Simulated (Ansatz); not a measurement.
Geometry relaxation of NiO (part 1 of 2)

System: NiO (Fm-3m, 16 atoms in the cell).
Method: DFT r2SCAN, scalar-relativistic, plane waves, PAW, spin-polarised (Ansatz 0.2.0).

The structure derives from a Materials Project entry. It belongs to a series of runs on one base structure; here: 0 of 8 O sites taken by Te, cell and atoms relaxed. Figures and captions count atoms from 1; the log counts them from 0 in places.

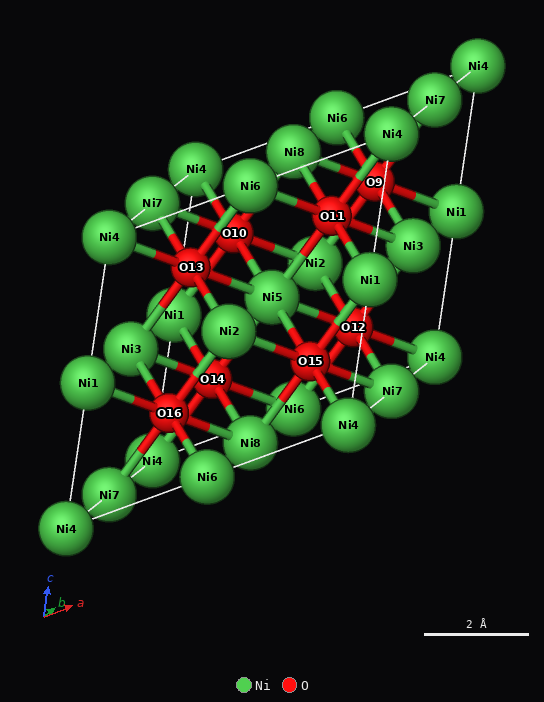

Figure 1. The starting structure (ball-and-stick view of the cell of the calculation, seen slightly off an axis; atoms are numbered from 1 in the order of the input). An atom can appear more than once, as a periodic image. Near neighbours in the periodic cell (some may lie outside the picture): Ni has 6 O at 2.09 Å; O has 6 Ni at 2.09 Å.

Input file
```yaml
crystal:
  lattice:
    - [-4.1885969964, 4.1885969964, 0.0]
    - [-4.1885969964, 0.0, 4.1885969964]
    - [0.0, 4.1885969964, 4.1885969964]
  atoms:
    - { symbol: Ni, position: [1.0, 1.0, 0.5], spin: 1.84 }
    - { symbol: Ni, position: [0.5, 1.0, 0.5], spin: 1.84 }
    - { symbol: Ni, position: [1.0, 0.5, 0.5], spin: 1.84 }
    - { symbol: Ni, position: [1.0, 1.0, 0.0], spin: 1.84 }
    - { symbol: Ni, position: [0.5, 0.5, 0.5], spin: 1.84 }
    - { symbol: Ni, position: [0.5, 1.0, 0.0], spin: 1.84 }
    - { symbol: Ni, position: [1.0, 0.5, 0.0], spin: 1.84 }
    - { symbol: Ni, position: [0.5, 0.5, 0.0], spin: 1.84 }
    - { symbol: O, position: [0.75, 0.75, 0.75], spin: 0.31 }
    - { symbol: O, position: [0.25, 0.75, 0.75], spin: 0.31 }
    - { symbol: O, position: [0.75, 0.25, 0.75], spin: 0.31 }
    - { symbol: O, position: [0.75, 0.75, 0.25], spin: 0.31 }
    - { symbol: O, position: [0.25, 0.25, 0.75], spin: 0.31 }
    - { symbol: O, position: [0.25, 0.75, 0.25], spin: 0.31 }
    - { symbol: O, position: [0.75, 0.25, 0.25], spin: 0.31 }
    - { symbol: O, position: [0.25, 0.25, 0.25], spin: 0.31 }
basis:
  ecutwfc: 500
kpoints:
  mp_grid: { grid: [8, 8, 8] }
hamiltonian:
  xc: r2scan
scf:
  occupations: { method: gaussian, width: 0.1 }
output:
  forces: true
  stress: true
  eigenvalues: true
  populations: true
magnetization:
  spin_polarized: true
relax:
  adjacent_minimum: "off"
  f_tol: 0.015
  max_steps: 60
  cell: { stress_tol: 0.15 }
```

Launch command:
```bash
ansatz run input.yaml --threads 2 --pin off --max-ram 5120MiB --backend cpu --events-out ev --progress --plain --runs-dir out
```

The program's output
```
Engine: ansatz 0.2.0, x86_64-unknown-linux-gnu
Pseudopotentials: kind: paw
Pseudopotential: Ni, paw, valence charge 18, recommended cutoff 500 eV (meta_gga), Ni.paw.azcp
Pseudopotential: O, paw, valence charge 6, recommended cutoff 500 eV (meta_gga), O.paw.azcp
Functional definition: r2SCAN
  parameter k0 = 0.174
  parameter k1 = 0.065
  parameter a1 = 4.9479
  exchange = r2scan_x(k0 = k0, k1 = k1, a1 = a1)
  correlation = r2scan_c
Crystal: 16 atoms, lattice volume = 146.972 Å³
Basis set: ecut = 500 eV, 3719 PW (Γ), exchange–correlation on 180×180×180 points (64 copies of the dense FFT grid, shifted against one another)
Bands: 126, of which v1, the nominal top of the filled ones, is band 96 counted from 1 (95 counted from 0)
Symmetry: 384 space group operations
Space group: Fm-3m (ITA 225), of the structure as read, at distance tolerance 5.3e-5 Å
Magnetic group: BNS 225.116 (UNI 1618), of the structure as read, at distance tolerance 5.3e-5 Å
k-points: 29 of 512
Non-local potential: Ni, projectors of the file, l = 0: 3, l = 1: 2, l = 2: 3, l = 3: 1
Non-local potential: O, projectors of the file, l = 0: 2, l = 1: 2, l = 2: 1
PAW form: soft (Blöchl's): semilocal exchange-correlation on the pseudo side does not see the compensation charge
PAW frozen core: Ni, regenerated for the run's functional (the file was generated under x = pbe(κ = 0.804, μ = 0.2195149727645171), c = pbe(β = 0.06672455060314922))
PAW frozen core: O, regenerated for the run's functional (the file was generated under x = pbe(κ = 0.804, μ = 0.2195149727645171), c = pbe(β = 0.06672455060314922))
PAW one-centre angular grid: Ni, 590 points (default); XC on 160 Gauss nodes
PAW one-centre angular grid: O, 302 points (default); XC on 160 Gauss nodes
Initial density: superposition of atomic densities (chi_scale 0.1, normalization cell, long waves kept (reshape's long-wave potential 0.00 eV rms))
Starting moments: Σ|m| = 17.2 μB on 16 of 16 sites
Initial wavefunctions: pseudopotential atomic-orbital guess
Functional: x = r2scan, c = r2scan; τ floored in thin density (d = 2e-4 eV/Å³)
SCF iter   1: F=—  HF=-51288.320277 eV  |F-HF|=—  |Δ(HF+E_count)|=         —  Δρ=1.82e-1 (↑8.85e-2 ↓1.82e-1)  dr2=7.11e1  dr2_τ=1.85e-1  dr2_m=4.07e0  M=12.527 μB ∫|m|=12.538 μB  β_m=1.00  ethr=3.10e-3  ⟨swp⟩=5.1  Hψ=24217  notcnv=0  defer=54
Mixer restart at iter 1: flushing history
preconditioner: auto → Kerker (q_TF=auto, 2.853 Å⁻¹)  [metal: Δε(μ)=0.017 eV  Ē_g=13.105 eV  σ=0.100 eV  W_gap=0.10  n_scr=58 (ndim 8)  ℏωp=34.7 eV  f_vac=0.000  D(μ)=12.01/eV (n_scr^D=136)]
spin=Collinear: Kerker preconditioning applied to the charge; magnetization (m = ρ↑ − ρ↓) channel mixes plain (no charge-response kernel on spin).
SCF iter   2: F=—  HF=-51288.692080 eV  |F-HF|=—  |Δ(HF+E_count)|=   3.72e-1  Δρ=6.96e-2 (↑6.96e-2 ↓5.44e-2)  dr2=1.32e1  dr2_τ=1.66e-1  dr2_m=8.29e-1  M=13.923 μB ∫|m|=14.086 μB  β_m=0.72  ethr=3.10e-3  ⟨swp⟩=3.3  Hψ=15368  notcnv=0  defer=1022  κ⁻¹=1.0e0(r=1)
SCF iter   3: F=—  HF=-51296.189225 eV  |F-HF|=—  |Δ(HF+E_count)|=    7.50e0  Δρ=3.94e-2 (↑3.94e-2 ↓3.06e-2)  dr2=1.95e0  dr2_τ=2.86e-2  dr2_m=6.07e-1  M=15.179 μB ∫|m|=15.397 μB  β_m=1.00  ethr=3.10e-3  ⟨swp⟩=2.7  Hψ=11810  notcnv=0  defer=1015  κ⁻¹=4.5e-2(r=2)
SCF iter   4: F=—  HF=-51302.409089 eV  |F-HF|=—  |Δ(HF+E_count)|=    6.22e0  Δρ=2.12e-2 (↑1.83e-2 ↓2.12e-2)  dr2=9.75e-1  dr2_τ=1.29e-2  dr2_m=2.74e-2  M=15.918 μB ∫|m|=16.103 μB  β_m=1.00  ethr=1.02e-3  ⟨swp⟩=2.5  Hψ=14821  notcnv=0  defer=1015  κ⁻¹=2.9e-3(r=3)
SCF iter   5: F=—  HF=-51305.824546 eV  |F-HF|=—  |Δ(HF+E_count)|=    3.42e0  Δρ=1.37e-2 (↑1.13e-2 ↓1.37e-2)  dr2=4.77e-1  dr2_τ=5.15e-3  dr2_m=1.50e-2  M=15.999 μB ∫|m|=16.180 μB  β_m=1.00  ethr=5.08e-4  ⟨swp⟩=2.5  Hψ=11941  notcnv=0  defer=1015  κ⁻¹=1.4e-3(r=4)
SCF iter   6: F=—  HF=-51307.509487 eV  |F-HF|=—  |Δ(HF+E_count)|=    1.68e0  Δρ=6.63e-3 (↑6.13e-3 ↓6.63e-3)  dr2=1.34e-1  dr2_τ=2.29e-3  dr2_m=1.79e-3  M=16.000 μB ∫|m|=16.176 μB  β_m=1.00  ethr=2.48e-4  ⟨swp⟩=2.5  Hψ=13857  notcnv=0  defer=1017  κ⁻¹=1.9e-4(r=5)
SCF iter   7: F=—  HF=-51307.414044 eV  |F-HF|=—  |Δ(HF+E_count)|=         —  Δρ=4.84e-3 (↑3.68e-3 ↓4.84e-3)  dr2=3.17e-2  dr2_τ=7.19e-4  dr2_m=3.17e-3  M=16.000 μB ∫|m|=16.149 μB  β_m=1.00  ethr=6.97e-5  ⟨swp⟩=2.3  Hψ=11673  notcnv=0  defer=1017
Mixer restart at iter 7: flushing history
SCF iter   8: F=—  HF=-51307.453366 eV  |F-HF|=—  |Δ(HF+E_count)|=   3.93e-2  Δρ=3.23e-3 (↑3.12e-3 ↓3.23e-3)  dr2=2.47e-2  dr2_τ=4.85e-4  dr2_m=1.39e-5  M=16.000 μB ∫|m|=16.146 μB  β_m=1.00  ethr=1.65e-5  ⟨swp⟩=1.7  Hψ=8745  notcnv=0  defer=1017  κ⁻¹=1.0e0(r=1)
SCF iter   9: F=—  HF=-51307.496622 eV  |F-HF|=—  |Δ(HF+E_count)|=   4.33e-2  Δρ=2.20e-3 (↑2.20e-3 ↓2.17e-3)  dr2=1.57e-2  dr2_τ=2.47e-4  dr2_m=2.59e-5  M=16.000 μB ∫|m|=16.143 μB  β_m=1.00  ethr=1.29e-5  ⟨swp⟩=1.1  Hψ=7487  notcnv=0  defer=1017  κ⁻¹=2.5e-1(r=2)
SCF iter  10: F=—  HF=-51307.511254 eV  |F-HF|=—  |Δ(HF+E_count)|=   1.46e-2  Δρ=9.47e-4 (↑8.02e-4 ↓9.47e-4)  dr2=2.60e-3  dr2_τ=2.88e-5  dr2_m=2.51e-5  M=16.000 μB ∫|m|=16.137 μB  β_m=1.00  ethr=8.16e-6  ⟨swp⟩=2.0  Hψ=13344  notcnv=0  defer=1017  κ⁻¹=1.6e-2(r=3)
SCF iter  11: F=—  HF=-51307.514595 eV  |F-HF|=—  |Δ(HF+E_count)|=   3.34e-3  Δρ=5.90e-4 (↑5.90e-4 ↓5.52e-4)  dr2=9.73e-4  dr2_τ=9.92e-6  dr2_m=1.36e-6  M=16.000 μB ∫|m|=16.136 μB  β_m=1.00  ethr=1.35e-6  ⟨swp⟩=2.2  Hψ=11342  notcnv=0  defer=1017  κ⁻¹=6.7e-3(r=4)
SCF iter  12: F=—  HF=-51307.517240 eV  |F-HF|=—  |Δ(HF+E_count)|=   2.65e-3  Δρ=3.13e-4 (↑2.60e-4 ↓3.13e-4)  dr2=1.23e-4  dr2_τ=3.14e-6  dr2_m=1.69e-6  M=16.000 μB ∫|m|=16.137 μB  β_m=1.00  ethr=5.07e-7  ⟨swp⟩=2.4  Hψ=11966  notcnv=0  defer=1017  κ⁻¹=3.3e-4(r=5)
SCF iter  13: F=—  HF=-51307.518092 eV  |F-HF|=—  |Δ(HF+E_count)|=   8.52e-4  Δρ=1.65e-4 (↑1.65e-4 ↓1.27e-4)  dr2=2.93e-5  dr2_τ=9.04e-7  dr2_m=1.07e-6  M=16.000 μB ∫|m|=16.137 μB  β_m=1.00  ethr=6.43e-8  ⟨swp⟩=2.0  Hψ=11164  notcnv=0  defer=1017  κ⁻¹=1.9e-4(r=6)
SCF iter  14: F=—  HF=-51307.518435 eV  |F-HF|=—  |Δ(HF+E_count)|=   3.43e-4  Δρ=5.54e-5 (↑4.95e-5 ↓5.54e-5)  dr2=7.44e-6  dr2_τ=1.35e-7  dr2_m=1.33e-7  M=16.000 μB ∫|m|=16.138 μB  β_m=1.00  ethr=1.52e-8  ⟨swp⟩=2.0  Hψ=12876  notcnv=0  defer=1017  κ⁻¹=1.6e-4(r=7)
SCF iter  15: F=—  HF=-51307.518456 eV  |F-HF|=—  |Δ(HF+E_count)|=   2.07e-5  Δρ=3.26e-5 (↑2.82e-5 ↓3.26e-5)  dr2=3.19e-6  dr2_τ=4.81e-8  dr2_m=2.84e-8  M=16.000 μB ∫|m|=16.137 μB  β_m=1.00  ethr=3.87e-9  ⟨swp⟩=2.0  Hψ=10677  notcnv=0  defer=1017  κ⁻¹=1.2e-5(r=8)
SCF iter  16: F=—  HF=-51307.518457 eV  |F-HF|=—  |Δ(HF+E_count)|=   1.60e-6  Δρ=1.81e-5 (↑1.50e-5 ↓1.81e-5)  dr2=4.34e-7  dr2_τ=8.81e-9  dr2_m=2.43e-8  M=16.000 μB ∫|m|=16.137 μB  β_m=1.00  ethr=1.66e-9  ⟨swp⟩=2.0  Hψ=12753  notcnv=0  defer=1017  κ⁻¹=3.4e-6(r=8)
SCF iter  17: F=—  HF=-51307.518459 eV  |F-HF|=—  |Δ(HF+E_count)|=   1.56e-6  Δρ=1.24e-5 (↑1.02e-5 ↓1.24e-5)  dr2=2.76e-7  dr2_τ=4.58e-9  dr2_m=7.72e-9  M=16.000 μB ∫|m|=16.137 μB  β_m=1.00  ethr=2.26e-10  ⟨swp⟩=2.0  Hψ=12876  notcnv=0  defer=1017  κ⁻¹=1.1e-6(r=8)
SCF iter  18: F=—  HF=-51307.518459 eV  |F-HF|=—  |Δ(HF+E_count)|=   2.40e-7  Δρ=7.72e-6 (↑6.21e-6 ↓7.72e-6)  dr2=1.09e-7  dr2_τ=1.61e-9  dr2_m=5.87e-9  M=16.000 μB ∫|m|=16.137 μB  β_m=1.00  ethr=1.44e-10  ⟨swp⟩=2.0  Hψ=10092  notcnv=0  defer=1017  κ⁻¹=5.2e-6(r=8)
SCF iter  19: F=—  HF=-51307.518459 eV  |F-HF|=—  |Δ(HF+E_count)|=   3.45e-8  Δρ=2.03e-6 (↑1.62e-6 ↓2.03e-6)  dr2=7.37e-9  dr2_τ=1.21e-10  dr2_m=2.79e-10  M=16.000 μB ∫|m|=16.137 μB  β_m=1.00  ethr=5.68e-11  ⟨swp⟩=2.6  Hψ=11612  notcnv=0  defer=1017  κ⁻¹=6.9e-7(r=8)
SCF iter  20: F=-51307.518459 eV  HF=-51307.518459 eV  |F-HF|=3.86e-9  |Δ(HF+E_count)|=   2.02e-8  Δρ=8.14e-7 (↑8.14e-7 ↓6.70e-7)  dr2=7.76e-10  dr2_τ=3.76e-11  dr2_m=8.22e-11  M=16.000 μB ∫|m|=16.137 μB  ethr=3.84e-12  ⟨swp⟩=8.3  Hψ=37890  notcnv=0
SCF 1 converged in 20 iterations: F = -51307.518459 eV  dr2 = 7.76e-10
  greatest PAW one-centre occupation: 1.003 electrons in one spin orbital (limit 2), on the Ni atom at site 7 (counted from 0), in its partial waves of l = 1
relax step   1: F+E_penalty+E_count = -51307.51845924 eV  Δ(F+E_penalty+E_count) = +0.000e0 eV  max|allowed force component| = 1.439e-27 eV/Å  Δτ_max = 0.0000 Å  P = +0.006 GPa  Ω = 146.972 Å³  (20 SCF iters, dr2 threshold 1.00e-7 eV, accepted)
Initial density: handed on by an earlier stage of this run
Starting moments: Σ|m| = 17.2 μB on 16 of 16 sites; this step starts from the density that it was given
Initial wavefunctions: pseudopotential atomic-orbital guess (no wavefunctions were taken with the density)
iter 1 solved again at ethr=1.21e-8 eV; its pass at ethr=3.10e-3 eV (dr2=2.32e-5 eV) is discarded
SCF iter   1: F=—  HF=-51307.518285 eV  |F-HF|=—  |Δ(HF+E_count)|=         —  Δρ=4.68e-5 (↑2.57e-5 ↓4.68e-5)  dr2=3.60e-6  dr2_τ=4.02e-8  dr2_m=3.07e-7  M=16.000 μB ∫|m|=16.137 μB  β_m=1.00  ethr=1.21e-8  ⟨swp⟩=4.5  Hψ=51616  notcnv=0
preconditioner: auto → Resta (q_TF=auto, 2.853 Å⁻¹)  ε∞=7.4  [insulator: Δε(μ)=0.823 eV  Ē_g=13.735 eV  σ=0.100 eV  W_gap=1.00  n_scr=58 (ndim 8)  ℏωp=34.7 eV  f_vac=0.000  D(μ)=0.00/eV (n_scr^D=0)  ε∞_Penn≈7.4]
spin=Collinear: Resta preconditioning applied to the charge; magnetization (m = ρ↑ − ρ↓) channel mixes plain (no charge-response kernel on spin).
SCF iter   2: F=—  HF=-51307.518460 eV  |F-HF|=—  |Δ(HF+E_count)|=   1.75e-4  Δρ=3.76e-5 (↑1.55e-5 ↓3.76e-5)  dr2=1.62e-6  dr2_τ=6.30e-8  dr2_m=3.62e-7  M=16.000 μB ∫|m|=16.138 μB  β_m=1.00  ethr=1.87e-9  ⟨swp⟩=2.0  Hψ=11572  notcnv=0  κ⁻¹=1.0e0(r=1)
SCF iter   3: F=—  HF=-51307.518459 eV  |F-HF|=—  |Δ(HF+E_count)|=   3.49e-7  Δρ=2.04e-5 (↑9.93e-6 ↓2.04e-5)  dr2=6.15e-7  dr2_τ=8.03e-9  dr2_m=7.33e-8  M=16.000 μB ∫|m|=16.137 μB  β_m=1.00  ethr=8.45e-10  ⟨swp⟩=2.7  Hψ=12704  notcnv=0  κ⁻¹=3.3e-3(r=2)
SCF iter   4: F=—  HF=-51307.518459 eV  |F-HF|=—  |Δ(HF+E_count)|=   1.16e-7  Δρ=1.33e-5 (↑6.78e-6 ↓1.33e-5)  dr2=2.87e-7  dr2_τ=3.07e-9  dr2_m=2.75e-8  M=16.000 μB ∫|m|=16.137 μB  β_m=1.00  ethr=3.21e-10  ⟨swp⟩=1.0  Hψ=7308  notcnv=0  κ⁻¹=5.3e-5(r=3)
SCF iter   5: F=—  HF=-51307.518459 eV  |F-HF|=—  |Δ(HF+E_count)|=   3.36e-8  Δρ=8.01e-6 (↑4.16e-6 ↓8.01e-6)  dr2=1.10e-7  dr2_τ=1.08e-9  dr2_m=9.03e-9  M=16.000 μB ∫|m|=16.137 μB  β_m=1.00  ethr=1.49e-10  ⟨swp⟩=1.1  Hψ=7313  notcnv=0  κ⁻¹=2.4e-6(r=4)
SCF iter   6: F=—  HF=-51307.518459 eV  |F-HF|=—  |Δ(HF+E_count)|=   1.61e-8  Δρ=4.48e-6 (↑2.36e-6 ↓4.48e-6)  dr2=3.41e-8  dr2_τ=3.54e-10  dr2_m=2.93e-9  M=16.000 μB ∫|m|=16.137 μB  β_m=1.00  ethr=5.75e-11  ⟨swp⟩=1.0  Hψ=7309  notcnv=0  κ⁻¹=1.1e-6(r=5)
SCF iter   7: F=—  HF=-51307.518459 eV  |F-HF|=—  |Δ(HF+E_count)|=   1.14e-8  Δρ=2.94e-6 (↑1.60e-6 ↓2.94e-6)  dr2=1.42e-8  dr2_τ=1.61e-10  dr2_m=1.25e-9  M=16.000 μB ∫|m|=16.137 μB  β_m=1.00  ethr=1.77e-11  ⟨swp⟩=1.0  Hψ=7309  notcnv=0  κ⁻¹=4.5e-7(r=6)
SCF iter   8: F=—  HF=-51307.518459 eV  |F-HF|=—  |Δ(HF+E_count)|=   3.91e-9  Δρ=2.59e-6 (↑1.42e-6 ↓2.59e-6)  dr2=1.11e-8  dr2_τ=1.23e-10  dr2_m=9.42e-10  M=16.000 μB ∫|m|=16.137 μB  β_m=1.00  ethr=7.42e-12  ⟨swp⟩=1.0  Hψ=7308  notcnv=0  κ⁻¹=4.8e-8(r=7)
SCF iter   9: F=—  HF=-51307.518459 eV  |F-HF|=—  |Δ(HF+E_count)|=   2.37e-9  Δρ=2.41e-6 (↑1.33e-6 ↓2.41e-6)  dr2=9.57e-9  dr2_τ=1.05e-10  dr2_m=7.92e-10  M=16.000 μB ∫|m|=16.137 μB  β_m=1.00  ethr=5.76e-12  ⟨swp⟩=1.0  Hψ=7308  notcnv=0  κ⁻¹=1.2e-8(r=8)
SCF iter  10: F=—  HF=-51307.518459 eV  |F-HF|=—  |Δ(HF+E_count)|=   5.90e-9  Δρ=1.84e-6 (↑1.01e-6 ↓1.84e-6)  dr2=5.59e-9  dr2_τ=6.24e-11  dr2_m=4.60e-10  M=16.000 μB ∫|m|=16.137 μB  β_m=1.00  ethr=4.99e-12  ⟨swp⟩=1.0  Hψ=7308  notcnv=0  κ⁻¹=7.4e-8(r=8)
SCF iter  11: F=—  HF=-51307.518459 eV  |F-HF|=—  |Δ(HF+E_count)|=   7.80e-9  Δρ=5.07e-8 (↑3.62e-8 ↓5.07e-8)  dr2=5.26e-12  dr2_τ=9.91e-14  dr2_m=5.08e-13  M=16.000 μB ∫|m|=16.137 μB  β_m=1.00  ethr=2.91e-12  ⟨swp⟩=1.1  Hψ=7312  notcnv=0  κ⁻¹=6.9e-8(r=8)
SCF iter  12: F=-51307.518459 eV  HF=-51307.518459 eV  |F-HF|=1.46e-11  |Δ(HF+E_count)|=  7.28e-12  Δρ=4.42e-8 (↑3.00e-8 ↓4.42e-8)  dr2=4.22e-12  dr2_τ=1.67e-14  dr2_m=9.20e-14  M=16.000 μB ∫|m|=16.137 μB  ethr=1.00e-12  ⟨swp⟩=2.4  Hψ=20522  notcnv=0
SCF 2 converged in 12 iterations: F = -51307.518459 eV  dr2 = 4.22e-12
relax step   2: F+E_penalty+E_count = -51307.51845925 eV  Δ(F+E_penalty+E_count) = -1.128e-9 eV  max|allowed force component| = 1.298e-27 eV/Å  Δτ_max = 0.0000 Å  P = +0.006 GPa  Ω = 146.972 Å³  stress off target by 6.06e-3 GPa  SCF on the basis re-selected at this cell (its energy is not comparable with the rows above)  (12 SCF iters)
```

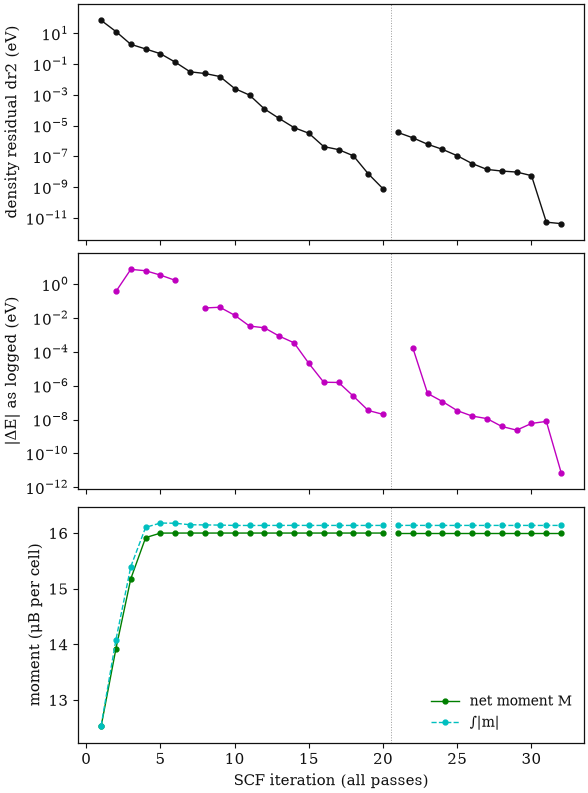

Figure 2. Convergence of the self-consistent field: density residual dr2, size of the energy change and magnetic moment against the SCF iteration. The dotted lines part the SCF passes of the relaxation: geometry steps, rejected trials and re-solves on a re-selected basis. The passes take 20 and 12 iterations. The net moment goes from 12.5 to 16.0 μB per cell.

```
basis re-selected at this cell: Δ(F+E_penalty+E_count) = -1.128e-9 eV, ΔP = -0.000 GPa vs the last step (what re-selecting the basis moved, of the pressure what is left beyond the Pulay correction that the steps carried, after the strain that the cell walked since its last selection, with what the two solves' SCF thresholds leave and, on support functions, any second-order correction that the steps lacked; it is no measure of the basis error at this ecutwfc). This SCF's stress stands 6.06e-3 GPa from its target on what of the cell is left free (relax.cell.stress_tol is 1.50e-1 GPa) and its largest allowed force component is 1.30e-27 eV/Å (relax.f_tol is 1.50e-2 eV/Å): within both
WARN: an SCF from ferrimagnetic starting moments (-1.84, -1.84, 1.84, -1.84, 1.84, -1.84, 1.84, 1.84, 0.31, 0.31, 0.31, 0.31, 0.31, 0.31, 0.31, 0.31 Bohr magnetons, atom by atom) was not made, by what the run has read of turns of its moments that order reads lower: the deck asks for what bars it, or types moments that do (magnetization.spin_polarized, in the input reference, names some of the keys), or the run goes by scf.lower_state_search: light, the default, which as a rule tries one only behind a close that has lost an order of both signs, or on which an open d or half-filled 4f shell of a PAW file has lost a moment that was set nearer to Hund's than to what is left; or, under a Hubbard U, one that names an f shell that the input leaves bare beside given moments, or a larger moment for a shell of low spin that is given one. standard, with a start from the atoms, tries one behind each close (in a relaxation, ahead of its steps or at their end). To set out from that order, type those moments (crystal.atoms[].spin; where shells were raised to Hund's moment, beside crystal.symmetry.detect: false) under scf.lower_state_search: light. The bands of the close that named these starting moments, or of the one ahead of a search that led to it (under cold or Methfessel-Paxton smearing those of the Gaussian ahead of it) read a cost of -1713.22 meV for the turn to them, carried on from a small turn (-1713.22 by the pairs of d shells alone)
SCF converged after 12 iterations
Stability not checked: this state was not tested for a lower state beside it, because the mixer in use, unlike msr1, does not test its closes by its own steps (another_mixer; see scf.mixing.algorithm and scf.lower_state_search)
Magnetization: 16.0000 μB (104.0000 up, 88.0000 down)
Absolute magnetization: 16.1224 μB (∫|ρ↑−ρ↓|, with the PAW one-centre terms)
Spin contamination: 0.0203 ħ² per cell (⟨S²⟩ above its minimum at these occupations)
```
